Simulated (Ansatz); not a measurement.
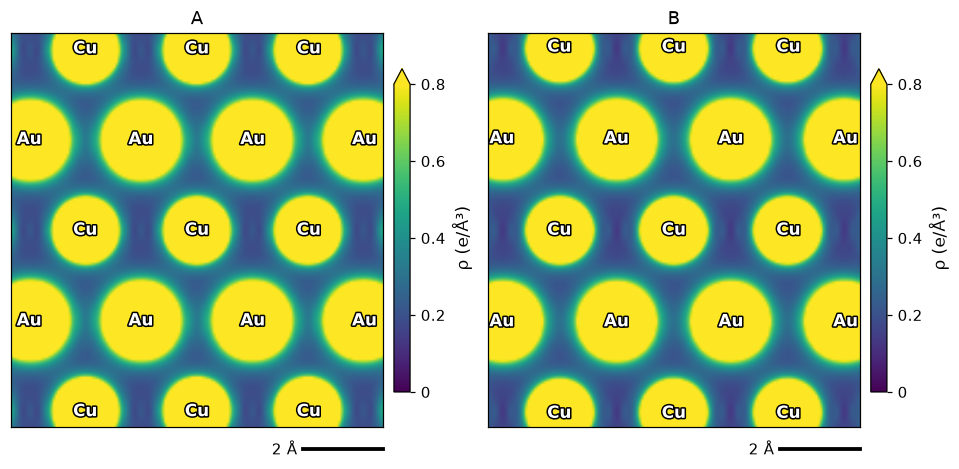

CuAu. The valence electron density of two cells that differ in size and shape, on the (011) plane of each (indices in the axes of the calculation cell), at one length scale and on one colour scale; one has 14.0 and the other 14.7 Å³ an atom.

Space group P4/mmm; computed without spin polarisation.

Level of theory: DFT PBE, scalar-relativistic, plane waves, PAW (Ansatz).

The density is the valence pseudo-density of a PAW calculation; it isn't the true density close to the nuclei.

The larger cell:

```xyz
2
Lattice="2.8700 0.0000 0.0000 0.0000 2.8700 0.0000 0.0000 0.0000 3.5783" Properties=species:S:1:pos:R:3 pbc="T T T"
Cu    1.4350    1.4350    1.7891
Au    0.0000    0.0000    0.0000
```

The smaller cell: a = 2.800 Å, b = 2.800 Å, c = 3.578 Å, α = 90.00°, β = 90.00°, γ = 90.00°.

> Which panel shows the smaller cell, and what does the compression change?

Panel A is the smaller cell, by 5 % in volume. From the larger cell to the smaller, Au–Au goes from 2.87 to 2.80 Å, and the density at its midpoint from 0.3 to 0.33 e/Å³; Cu–Cu goes from 2.87 to 2.80 Å, and the density at its midpoint from 0.13 to 0.22 e/Å³; Cu–Au goes from 2.71 to 2.67 Å, and the density at its midpoint from 0.3 to 0.32 e/Å³; the pressure goes from 2.6 to 11 GPa.
